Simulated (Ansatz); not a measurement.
Al3GaN4

Input file:

```
crystal:
  lattice:
    - [-2.2008446411, 2.2008446411, 4.3998021885]
    - [2.2008446411, -2.2008446411, 4.3998021885]
    - [2.2008446411, 2.2008446411, -4.3998021885]
  atoms:
    - { symbol: Al, position: [0.75, 0.25, 0.5] }
    - { symbol: "N", position: [0.1286605826, 0.6157752718, 0.0] }
    - { symbol: Al, position: [0.5, 0.5, 0.0] }
    - { symbol: "N", position: [0.8713394174, 0.8713394174, 0.4871146893] }
    - { symbol: Al, position: [0.25, 0.75, 0.5] }
    - { symbol: "N", position: [0.6157752718, 0.1286605826, 0.0] }
    - { symbol: Ga, position: [0.0, 0.0, 0.0] }
    - { symbol: "N", position: [0.3842247282, 0.3842247282, 0.5128853107] }
kpoints:
  mp_grid: { grid: [8, 8, 8] }
  band_path:
    path:
      - [0.0, 0.0, 0.0]
      - [0.0, 0.0, 0.5]
      - [0.25, 0.25, 0.25]
      - [0.0, 0.5, 0.0]
      - [0.5, 0.5, -0.5]
      - [0.3125536245, 0.6874463755, -0.3125536245]
      - [-0.3125536245, 0.3125536245, 0.3125536245]
      - [-0.125107249, 0.125107249, 0.5]
      - [0.5, 0.5, -0.125107249]
    npoints: 1
hamiltonian:
  xc: r2scan
scf:
  occupations: { method: fixed }
  n_extra_bands: 6
output:
  forces: true
  stress: true
  eigenvalues: true
  write_density: true
  write_potential: true
  elf: true
  volumetric_format: npy
```

Run with:

```sh
ansatz run input.yaml --threads 4 --pin off --max-ram 6451MiB --backend cpu --events-out ev --progress --plain --runs-dir out
```

Below, planes, directions and counts refer to the conventional cell (a = 4.40 Å, b = 4.40 Å, c = 8.80 Å, α = 90.00°, β = 90.00°, γ = 90.00°).

Space group I-42m; started from the ordered alloy on zincblende lattice prototype, which need not be the ambient phase.

These are results of DFT, r2SCAN, plane waves, PAW in Ansatz, not measurements.

Core electrons are frozen (PAW), and the valence fields are smoothed inside the atomic spheres.

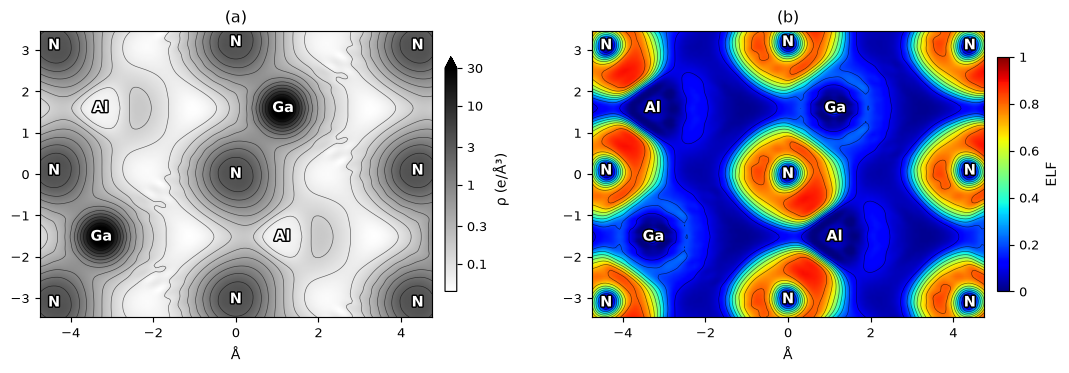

Figure 1. (a) valence charge density (pseudo); (b) ELF on the (110) plane of the conventional cell.

**Read the bonding off the picture.**

Atoms in the plane: N, Al and Ga. Al–N (1.89 Å): ρ at the midpoint is about 0.7 e/Å³; the ELF peaks at about 0.90 between the atoms; a polar covalent bond. Ga–N (1.95 Å): ρ is about 0.74 e/Å³ halfway; the ELF peaks at about 0.85 in the valence shell of N, 0.7 Å from its nucleus, and is about 0.45 at the midpoint. Between the atoms the lowest density in this plane is 0.04 e/Å³.

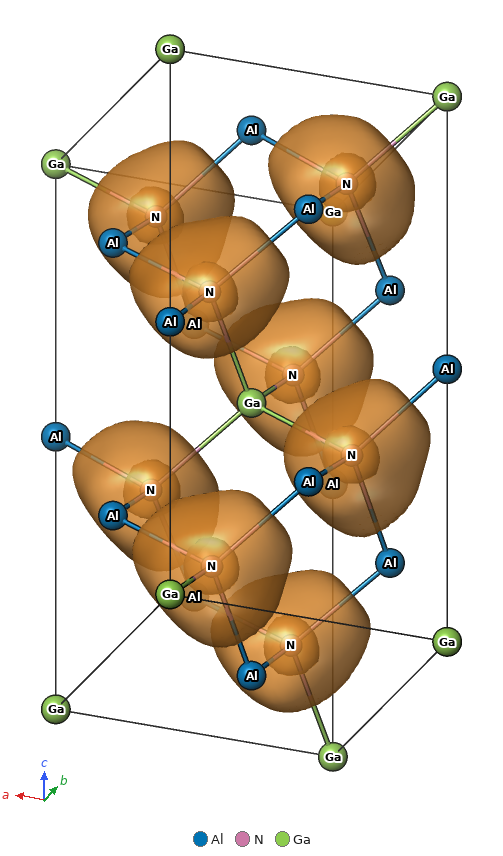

Figure 2. Isosurface of the ELF at 0.65 (orange), seen at an oblique angle. Only the valence region is drawn (cores and ρ < 0.01 e/Å³ removed). Sticks mark near contacts.

**What do the ELF domains correspond to?**

The surface consists of eight regions on N in which the atom's valence shell and bonds are merged, counted in one cell of 16 atoms. Any copies at cell faces, edges or corners count once.

**Does the calculation make it a metal, or give it a gap?**

It is gapped, with a Kohn–Sham gap of 4.0 eV on the k-point mesh, an upper bound to the gap of this method.
